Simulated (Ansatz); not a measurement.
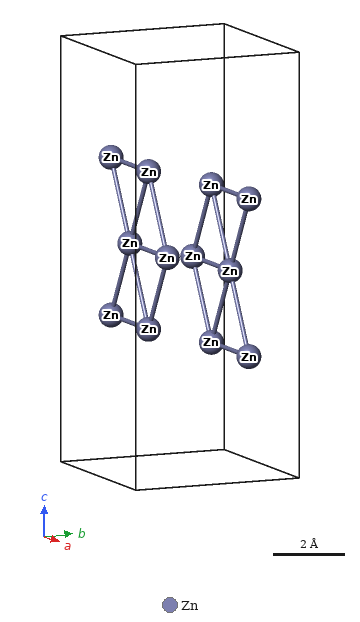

Figure 1. The starting structure (ball-and-stick view of the 2 × 1 repeat of the cell, with the vacuum cut short, seen slightly off an axis).

Geometry relaxation of Zn (part 1 of 3)

System: Zn (slab, 6 atoms in the cell).
Method: DFT, PBE, plane waves, PAW, no spin polarisation (Ansatz 0.2.0).

### The program's output
```
Warning: output.stress: scf.convergence.dr2_threshold = 1e-7 eV (the SCF's general default) is looser than the 6e-10 eV advised for a printed stress (1e-10 eV for each atom of the cell: 6). What an SCF threshold leaves in a stress goes as its square root, and in the free energy as the threshold itself, and one threshold admits the most on a small cell: of the crystals measured, under no hybrid functional and no lock of the moments, on runs that ended without the residual-converged pass, on stresses that held no estimate of that error, the worst erred by over 100 MPa in a component at 1e-7 eV an atom and by under 5 at 1e-10. Every solve of this run answers to scf.convergence.dr2_threshold, and the tensor of one is reported: a single SCF on the reported geometry and on this run's grids (its basis.xc_grid and basis.ecutrho_ratio typed), with scf.convergence.dr2_threshold at 6e-10 eV or tighter, prints it and tightens no other solve. Else set scf.convergence.dr2_threshold to 6e-10 eV or tighter. The threshold is an SCF's pass mark: one that does not reach it within its budget of iterations ends unconverged, or closes short of it on a stop that the run arms, and scf.convergence.dr2_threshold's page says what that costs each kind of run
Engine: ansatz 0.2.0, aarch64-unknown-linux-gnu
Pseudopotentials: kind: paw
Pseudopotential: Zn, paw, valence charge 20, recommended cutoff 660 eV (normal), Zn.paw.azcp
Functional definition: PBE
  parameter kappa = 0.804
  parameter beta = 0.06672455060314922
  exchange = pbe_x(kappa = kappa, mu = beta*pi^2/3)
  correlation = pbe_c(beta = beta)
Crystal: 6 atoms, lattice volume = 286.284 Å³
Basis set: ecut = 660 eV, 11023 PW (Γ), exchange–correlation on 48×90×360 points (8 copies of the dense FFT grid, shifted against one another)
Bands: 72, of which v1, the nominal top of the filled ones, is band 60 counted from 1 (59 counted from 0)
Symmetry: 4 space group operations
k-points: 32 of 98
Non-local potential: Zn, projectors of the file, l = 0: 3, l = 1: 3, l = 2: 3, l = 3: 1
PAW form: soft (Blöchl's): semilocal exchange-correlation on the pseudo side does not see the compensation charge
PAW one-centre angular grid: Zn, 590 points (default); XC on 64 Gauss nodes
Initial density: superposition of atomic densities (neutral atoms: chi_scale 0, normalization atom)
Initial wavefunctions: pseudopotential atomic-orbital guess
Functional: x = pbe(κ = 0.804, μ = 0.2195149727645171), c = pbe(β = 0.06672455060314922)
iter 1 solved again at ethr=1.60e-3 eV; its pass at ethr=3.10e-3 eV (dr2=1.92e0 eV) is discarded
SCF iter   1: F=—  HF=-44898.026800 eV  |F-HF|=—  |Δ(HF+E_count)|=         —  Δρ=2.79e-2  dr2=2.00e0  ethr=1.60e-3  p=-0.000 e·Å  D=-1.35e-15 V/Å  ΔV_dip=0.00 eV  dr2_dipole=1.29e-12  V_vac-E_F(+/−)=4.21/4.21 eV  ⟨swp⟩=2.1  Hψ=13241  notcnv=0
efield: sawtooth ramp at fractional position 0.9500 (placed from the atoms, in the widest stretch of the axis that holds none; the zero of the levels goes with the place), width 0.1000; the density the first Hamiltonian is built on has a dipole p = -0.000 e·Å; the dipole correction subtracts the counter field D = -1.35e-15 V/Å, which shifts the + side's vacuum level by +0.00 eV against the − side's; the planar-averaged density in the ramp window peaks in size at 4.9e-7 e/Å³
preconditioner: auto → LDOS  [metal: Δε(μ)=0.086 eV  Ē_g=10.406 eV  σ=0.100 eV  W_gap=0.21  n_scr=42 (ndim 8)  ℏωp=18.6 eV  f_vac=0.626  D(μ)=1.71/eV (n_scr^D=6)  β→1.0]
SCF iter   2: F=—  HF=-44898.560844 eV  |F-HF|=—  |Δ(HF+E_count)|=   5.34e-1  Δρ=4.94e-2  dr2=2.93e0  ethr=1.60e-3  p=0.000 e·Å  D=2.17e-7 V/Å  ΔV_dip=-0.00 eV  dr2_dipole=1.40e-12  V_vac-E_F(+/−)=4.41/4.41 eV  ⟨swp⟩=3.9  Hψ=4984  notcnv=0
SCF iter   3: F=—  HF=-44897.525181 eV  |F-HF|=—  |Δ(HF+E_count)|=    1.04e0  Δρ=9.62e-3  dr2=9.50e-2  ethr=1.60e-3  p=0.000 e·Å  D=1.44e-7 V/Å  ΔV_dip=-0.00 eV  dr2_dipole=2.07e-11  V_vac-E_F(+/−)=4.32/4.32 eV  ⟨swp⟩=2.3  Hψ=4561  notcnv=0  defer=77
SCF iter   4: F=—  HF=-44897.511255 eV  |F-HF|=—  |Δ(HF+E_count)|=   1.39e-2  Δρ=1.38e-3  dr2=2.49e-3  ethr=7.92e-5  p=-0.000 e·Å  D=-5.16e-8 V/Å  ΔV_dip=0.00 eV  dr2_dipole=1.94e-11  V_vac-E_F(+/−)=4.31/4.31 eV  ⟨swp⟩=2.8  Hψ=4795  notcnv=0  defer=81
SCF iter   5: F=—  HF=-44897.512226 eV  |F-HF|=—  |Δ(HF+E_count)|=   9.71e-4  Δρ=1.13e-3  dr2=1.68e-3  ethr=2.08e-6  p=0.000 e·Å  D=3.24e-8 V/Å  ΔV_dip=-0.00 eV  dr2_dipole=6.34e-12  V_vac-E_F(+/−)=4.30/4.30 eV  ⟨swp⟩=2.9  Hψ=4434  notcnv=0  defer=81
SCF iter   6: F=—  HF=-44897.511674 eV  |F-HF|=—  |Δ(HF+E_count)|=   5.52e-4  Δρ=1.88e-4  dr2=5.24e-5  ethr=1.40e-6  p=-0.000 e·Å  D=-3.19e-8 V/Å  ΔV_dip=0.00 eV  dr2_dipole=1.71e-12  V_vac-E_F(+/−)=4.30/4.30 eV  ⟨swp⟩=2.0  Hψ=3961  notcnv=0  defer=81
SCF iter   7: F=—  HF=-44897.511682 eV  |F-HF|=—  |Δ(HF+E_count)|=   7.39e-6  Δρ=4.20e-5  dr2=2.58e-6  ethr=4.36e-8  p=-0.000 e·Å  D=-1.15e-8 V/Å  ΔV_dip=0.00 eV  dr2_dipole=8.90e-14  V_vac-E_F(+/−)=4.30/4.30 eV  ⟨swp⟩=2.8  Hψ=4107  notcnv=0  defer=81
iter 8 did not close the SCF: its close was put off until two iterations running show no level that it waits for move by more than its bar (scf_convergence_deferred on its scf_iter line)
SCF iter   8: F=-44897.511687 eV  HF=-44897.511687 eV  |F-HF|=1.91e-7  |Δ(HF+E_count)|=   5.65e-6  Δρ=1.21e-5  dr2=2.19e-7  ethr=2.08e-9  p=-0.000 e·Å  D=-1.09e-8 V/Å  ΔV_dip=0.00 eV  dr2_dipole=2.64e-12  V_vac-E_F(+/−)=4.30/4.30 eV  ⟨swp⟩=18.2  Hψ=19306  notcnv=0
iter 9 did not close the SCF: its close was put off until two iterations running show no level that it waits for move by more than its bar (scf_convergence_deferred on its scf_iter line)
SCF iter   9: F=-44897.511687 eV  HF=-44897.511687 eV  |F-HF|=2.03e-8  |Δ(HF+E_count)|=   3.35e-8  Δρ=6.51e-6  dr2=5.52e-8  ethr=1.83e-10  p=0.000 e·Å  D=8.00e-9 V/Å  ΔV_dip=-0.00 eV  dr2_dipole=9.10e-13  V_vac-E_F(+/−)=4.30/4.30 eV  ⟨swp⟩=9.0  Hψ=16263  notcnv=0
SCF iter  10: F=-44897.511687 eV  HF=-44897.511687 eV  |F-HF|=1.63e-8  |Δ(HF+E_count)|=   1.22e-8  Δρ=1.13e-6  dr2=1.68e-9  ethr=4.60e-11  p=-0.000 e·Å  D=-1.76e-9 V/Å  ΔV_dip=0.00 eV  dr2_dipole=2.79e-16  V_vac-E_F(+/−)=4.30/4.30 eV  ⟨swp⟩=8.9  Hψ=15190  notcnv=0
SCF 1 converged in 10 iterations: F = -44897.511687 eV  dr2 = 1.68e-9
  greatest PAW one-centre occupation: 0.999 electrons in one spin orbital (limit 2), on the Zn atom at site 0 (counted from 0), in its partial waves of l = 0
relax step   1: F+E_penalty+E_count = -44897.51168737 eV  Δ(F+E_penalty+E_count) = +0.000e0 eV  max|allowed force component| = 5.138e-1 eV/Å  Δτ_max = 0.0000 Å  (10 SCF iters, dr2 threshold 2.50e-6 eV, accepted)
Initial density: handed on by an earlier stage of this run
Initial wavefunctions: those handed on with the density
iter 1 solved again at ethr=3.47e-5 eV; its pass at ethr=3.10e-3 eV (dr2=4.17e-2 eV) is discarded
SCF iter   1: F=—  HF=-44897.717094 eV  |F-HF|=—  |Δ(HF+E_count)|=         —  Δρ=3.90e-3  dr2=4.19e-2  ethr=3.47e-5  p=-0.000 e·Å  D=-1.76e-9 V/Å  ΔV_dip=0.00 eV  dr2_dipole=2.06e-13  V_vac-E_F(+/−)=4.38/4.38 eV  ⟨swp⟩=2.0  Hψ=10006  notcnv=0  defer=67
efield: sawtooth ramp at fractional position 0.9500 (handed on by an earlier solve), width 0.1000; the density the first Hamiltonian is built on has a dipole p = -0.000 e·Å; the dipole correction subtracts the counter field D = -1.76e-9 V/Å, which shifts the + side's vacuum level by +0.00 eV against the − side's; the planar-averaged density in the ramp window peaks in size at 1.2e-6 e/Å³
preconditioner: auto → LDOS  [metal: Δε(μ)=0.049 eV  Ē_g=10.979 eV  σ=0.100 eV  W_gap=0.12  n_scr=42 (ndim 8)  ℏωp=18.6 eV  f_vac=0.622  D(μ)=1.96/eV (n_scr^D=6)  β→1.0]
SCF iter   2: F=—  HF=-44897.711454 eV  |F-HF|=—  |Δ(HF+E_count)|=   5.64e-3  Δρ=2.23e-3  dr2=7.33e-3  ethr=3.47e-5  p=-0.000 e·Å  D=-5.86e-9 V/Å  ΔV_dip=0.00 eV  dr2_dipole=1.78e-13  V_vac-E_F(+/−)=4.37/4.37 eV  ⟨swp⟩=2.0  Hψ=3630  notcnv=0  defer=67
SCF iter   3: F=—  HF=-44897.712031 eV  |F-HF|=—  |Δ(HF+E_count)|=   5.77e-4  Δρ=2.22e-3  dr2=6.47e-3  ethr=6.11e-6  p=-0.000 e·Å  D=-8.46e-9 V/Å  ΔV_dip=0.00 eV  dr2_dipole=1.99e-14  V_vac-E_F(+/−)=4.36/4.36 eV  ⟨swp⟩=2.0  Hψ=4292  notcnv=0  defer=84
SCF iter   4: F=—  HF=-44897.709995 eV  |F-HF|=—  |Δ(HF+E_count)|=   2.04e-3  Δρ=5.44e-4  dr2=4.21e-4  ethr=5.39e-6  p=-0.000 e·Å  D=-8.13e-9 V/Å  ΔV_dip=0.00 eV  dr2_dipole=4.87e-15  V_vac-E_F(+/−)=4.36/4.36 eV  ⟨swp⟩=2.0  Hψ=4205  notcnv=0  defer=84
SCF iter   5: F=—  HF=-44897.709889 eV  |F-HF|=—  |Δ(HF+E_count)|=   1.06e-4  Δρ=1.01e-4  dr2=1.53e-5  ethr=3.51e-7  p=0.000 e·Å  D=1.66e-10 V/Å  ΔV_dip=-0.00 eV  dr2_dipole=4.97e-16  V_vac-E_F(+/−)=4.36/4.36 eV  ⟨swp⟩=2.3  Hψ=3715  notcnv=0  defer=87
SCF iter   6: F=-44897.709879 eV  HF=-44897.709890 eV  |F-HF|=1.06e-5  |Δ(HF+E_count)|=   6.42e-7  Δρ=8.36e-5  dr2=8.96e-6  ethr=1.28e-8  p=-0.000 e·Å  D=-2.00e-9 V/Å  ΔV_dip=0.00 eV  dr2_dipole=9.88e-17  V_vac-E_F(+/−)=4.36/4.36 eV  ⟨swp⟩=18.4  Hψ=22399  notcnv=0
SCF 2 converged in 6 iterations: F = -44897.709879 eV  dr2 = 8.96e-6
relax step   2: F+E_penalty+E_count = -44897.70987897 eV  Δ(F+E_penalty+E_count) = -1.982e-1 eV  max|allowed force component| = 3.183e-1 eV/Å  Δτ_max = 0.1942 Å  (6 SCF iters, dr2 threshold 1.65e-5 eV, accepted)
SCF iter   1: F=—  HF=-44897.826742 eV  |F-HF|=—  |Δ(HF+E_count)|=         —  Δρ=3.42e-3  dr2=3.39e-2  ethr=2.87e-4  p=-0.000 e·Å  D=-2.00e-9 V/Å  ΔV_dip=0.00 eV  dr2_dipole=1.70e-11  V_vac-E_F(+/−)=4.41/4.41 eV  ⟨swp⟩=6.7  Hψ=8731  notcnv=0  defer=84
efield: sawtooth ramp at fractional position 0.9500 (handed on by an earlier solve), width 0.1000; the density the first Hamiltonian is built on has a dipole p = -0.000 e·Å; the dipole correction subtracts the counter field D = -2.00e-9 V/Å, which shifts the + side's vacuum level by +0.00 eV against the − side's; the planar-averaged density in the ramp window peaks in size at 2.0e-6 e/Å³
preconditioner: auto → LDOS  [metal: Δε(μ)=0.104 eV  Ē_g=10.929 eV  σ=0.100 eV  W_gap=0.25  n_scr=42 (ndim 8)  ℏωp=18.6 eV  f_vac=0.617  D(μ)=2.01/eV (n_scr^D=6)  β→1.0]
SCF iter   2: F=—  HF=-44897.821919 eV  |F-HF|=—  |Δ(HF+E_count)|=   4.82e-3  Δρ=1.52e-3  dr2=3.66e-3  ethr=2.83e-5  p=-0.000 e·Å  D=-7.72e-8 V/Å  ΔV_dip=0.00 eV  dr2_dipole=1.97e-11  V_vac-E_F(+/−)=4.36/4.36 eV  ⟨swp⟩=2.0  Hψ=4077  notcnv=0  defer=112
SCF iter   3: F=—  HF=-44897.822276 eV  |F-HF|=—  |Δ(HF+E_count)|=   3.57e-4  Δρ=1.40e-3  dr2=2.60e-3  ethr=3.05e-6  p=-0.000 e·Å  D=-1.03e-7 V/Å  ΔV_dip=0.00 eV  dr2_dipole=3.06e-13  V_vac-E_F(+/−)=4.36/4.36 eV  ⟨swp⟩=2.1  Hψ=4196  notcnv=0  defer=112
SCF iter   4: F=—  HF=-44897.821504 eV  |F-HF|=—  |Δ(HF+E_count)|=   7.71e-4  Δρ=2.64e-4  dr2=1.65e-4  ethr=2.17e-6  p=-0.000 e·Å  D=-9.95e-8 V/Å  ΔV_dip=0.00 eV  dr2_dipole=4.42e-14  V_vac-E_F(+/−)=4.35/4.35 eV  ⟨swp⟩=2.0  Hψ=4117  notcnv=0  defer=109
SCF iter   5: F=—  HF=-44897.821455 eV  |F-HF|=—  |Δ(HF+E_count)|=   4.96e-5  Δρ=9.01e-5  dr2=2.26e-5  ethr=1.37e-7  p=-0.000 e·Å  D=-5.27e-8 V/Å  ΔV_dip=0.00 eV  dr2_dipole=1.28e-13  V_vac-E_F(+/−)=4.35/4.35 eV  ⟨swp⟩=2.0  Hψ=3343  notcnv=0  defer=109
SCF iter   6: F=-44897.821449 eV  HF=-44897.821450 eV  |F-HF|=1.37e-6  |Δ(HF+E_count)|=   4.80e-6  Δρ=3.09e-5  dr2=1.82e-6  ethr=5.28e-9  p=-0.000 e·Å  D=-2.93e-8 V/Å  ΔV_dip=0.00 eV  dr2_dipole=2.60e-13  V_vac-E_F(+/−)=4.35/4.35 eV  ⟨swp⟩=18.0  Hψ=21976  notcnv=0
SCF 3 converged in 6 iterations: F = -44897.821449 eV  dr2 = 1.82e-6
relax step   3: F+E_penalty+E_count = -44897.82144868 eV  Δ(F+E_penalty+E_count) = -1.116e-1 eV  max|allowed force component| = 1.172e-1 eV/Å  Δτ_max = 0.1948 Å  (6 SCF iters, dr2 threshold 6.33e-6 eV, accepted)
```
